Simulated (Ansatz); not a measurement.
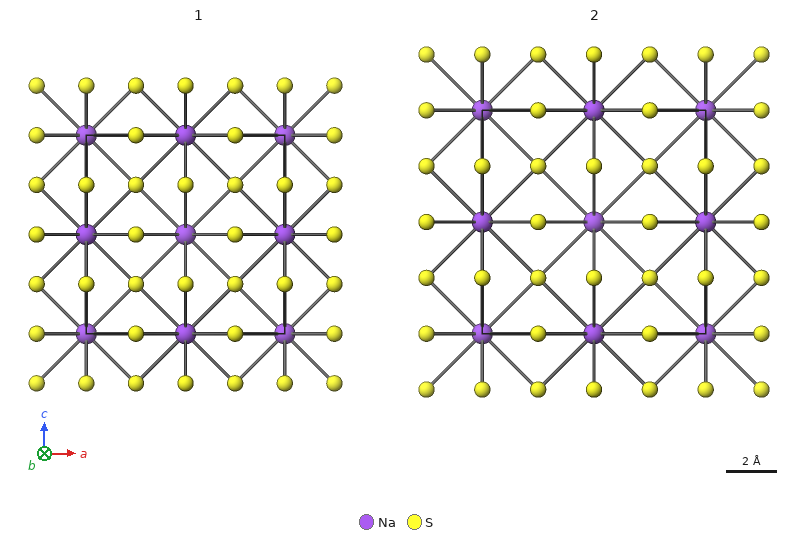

Two geometries of solid NaS6 (a generated structure, set up in Fm-3m) (coarse preliminary run), drawn at one scale. One is the start of a relaxation, the other its converged end. Style: ball-and-stick. Shown: the conventional cell (4 times the calculation's cell), along the b axis. Lengths and directions refer to the drawn axes.

These are results of DFT PBE, scalar-relativistic, plane waves, PAW (Ansatz 0.2.0), not measurements. (plane-wave cutoff 420 eV; k-point mesh 4 × 4 × 4; occupations gaussian; smearing width 0.1 eV; no spin polarisation; cell and atoms relaxed; force threshold 0.04 eV/Å; at most 70 steps)

Which of the two is the end point?

Answer. Structure 1 is the relaxed one. Over 4 accepted moves (5 points after the start) the energy falls by 336 meV per atom. All forces vanish by symmetry, so only the cell relaxes. Pressure: −9.91 GPa at the start and −0.10 GPa at the end. The SCF was repeated once at an unchanged geometry on a basis and grid sized afresh for the cell, which shifted the energy by 0.2 meV per atom at most. No atom moves by more than 0.005 Å relative to the cell. The drawn cell changes as follows: a = b = c 8.977 → 7.976 Å (−11.1 %); the volume changes by −29.9 %. Among the contacts that change: S–S 3.174 → 2.820 Å, Na–S 3.174 → 2.820 Å. The space group stays Fm-3m (No. 225). The run took 25 s on 1 thread of Arm Neoverse N1, with other jobs on the host, peak memory 0.4 GiB.
